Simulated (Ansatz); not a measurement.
Ta

Input file:

```
crystal:
  lattice:
    - [0.0, 2.11, 2.1733]
    - [2.11, 0.0, 2.1733]
    - [2.11, 2.11, 0.0]
  atoms:
    - { symbol: Ta, position: [0.0, 0.0, 0.0] }
basis:
  ecutwfc: 500
kpoints:
  mp_grid: { grid: [20, 20, 20] }
hamiltonian:
  xc: r2scan
scf:
  occupations: { method: gaussian, width: 0.15 }
output:
  forces: true
  stress: true
  eigenvalues: true
  write_density: true
  write_potential: true
  elf: true
  volumetric_format: npy
```

Command:

```sh
ansatz run input.yaml --threads 1 --pin off --max-ram 2560MiB --backend cpu --events-out ev --progress --plain --runs-dir out
```

Below, planes, directions and counts refer to the conventional cell (a = 2.98 Å, b = 2.98 Å, c = 4.35 Å, α = 90.00°, β = 90.00°, γ = 90.00°).

Space group I4/mmm; changed on purpose from its base cell (strain +0.000 along x and y, +0.030 along z, atoms carried along); computed pressure about −7 GPa in this cell; computed without spin polarisation.

These are results of Ansatz 0.2.0, DFT r2SCAN, scalar-relativistic, plane waves, PAW, not measurements.

Core electrons are frozen (PAW), and the valence fields are smoothed inside the atomic spheres.

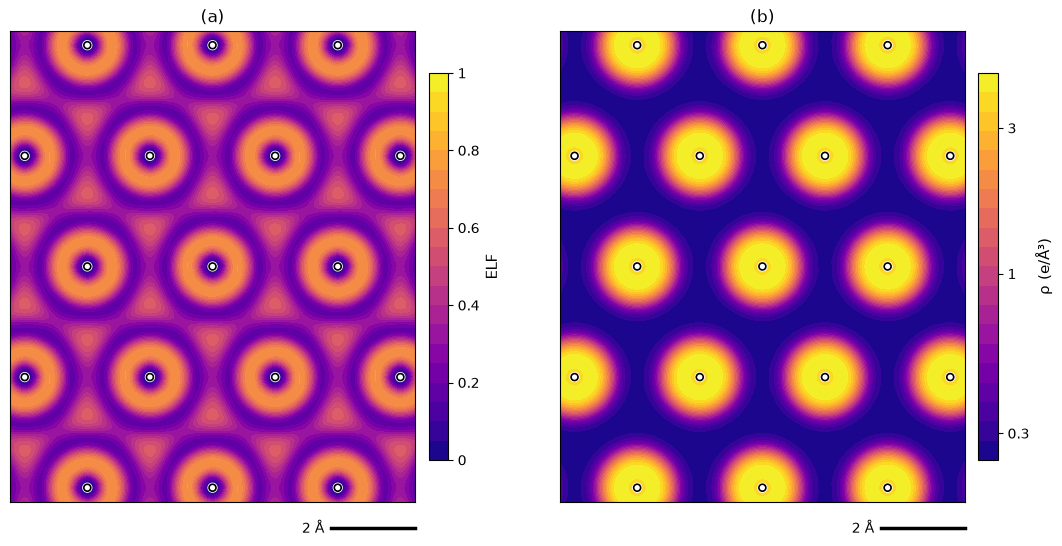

Figure 1. (a) electron localisation function; (b) valence charge density (pseudo) on the (101) plane of the conventional cell. Circles mark the nuclei in the plane (Ta).

Q: Interpret the plot.

A: Atoms in the plane: Ta. Ta–Ta (2.98 Å): ρ is about 0.26 e/Å³ halfway; the ELF is about 0.30 at the midpoint. Ta–Ta (3.03 Å): the density is about 0.25 e/Å³ at the midpoint; the ELF is about 0.30 at the midpoint. Between the atoms the lowest density in this plane is 0.25 e/Å³. The features right at Ta lie inside the PAW spheres, where the map follows smoothed inner orbitals and isn't to be read closely.

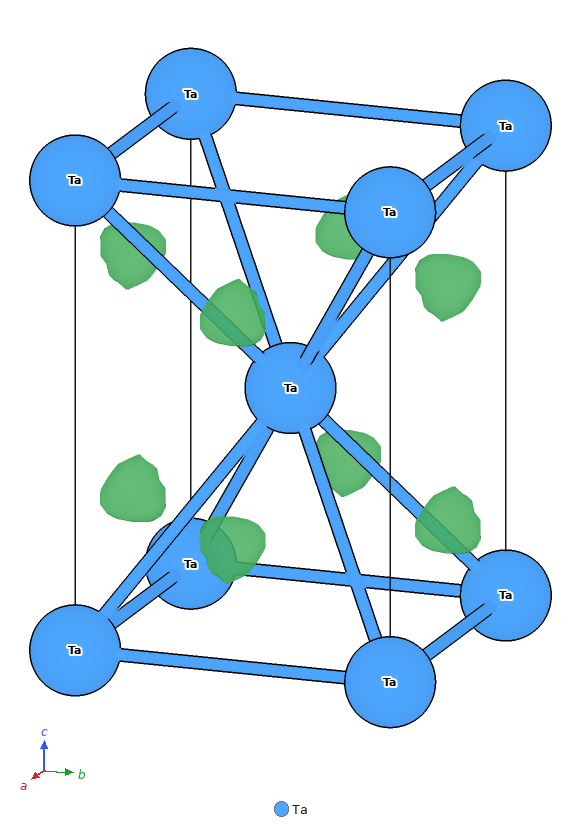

Figure 2. Isosurface of the electron localisation function at 0.65 (green), seen slightly off an axis. Core shells and regions of very low density are left out. Sticks mark near contacts.

Q: What do the ELF domains correspond to?

A: The surface consists of four pockets between the atoms, centred on no nucleus (multi-centre or interstitial), counted in one cell of 2 atoms. Any copies at cell faces, edges or corners count once. There are no localised bonds or lone pairs at this value.

Q: Does the calculation make it a metal, or give it a gap?

A: It is gapless in this calculation (a metal or semimetal).
